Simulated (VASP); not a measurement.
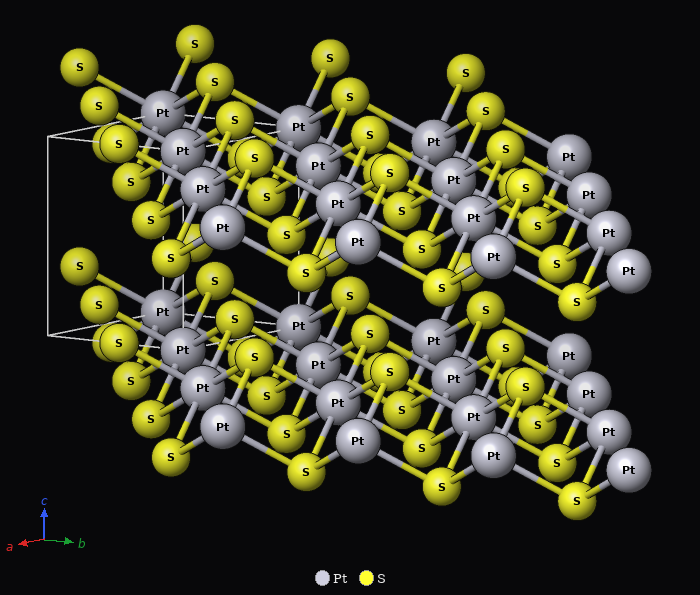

System PtS₂ (space group P-3m1, No. 164); source of the atomic positions: the geometry relaxed with VASP Kohn-Sham DFT of a periodic cell, optB88-vdW, VASP PAW PBE potentials, recommended (VASP).

Bonds are taken as Pt–S below 2.7 Å; no other contact counts. Atoms with one bond or none are removed and atoms with two bonds are replaced by edges, until no such atom is left.

What kind of net remains, and which atoms are its nodes?

Answer. A binodal (3,6)-connected, two-periodic (layers) net: S is a 3-connected node; Pt is a 6-connected node, in the ratio 2:1.

Name the underlying net.

Answer. It is the kgd net, known from the layers of CdI2 (1T type).

How do the layers lie?

Answer. The layers lie parallel to (001).

How many nodes does the smallest cycle have?

Answer. Four.

Give the point symbol of each node (shortest cycle at each angle).

Answer. S: 4³; Pt: 4⁶·6⁶·8³.
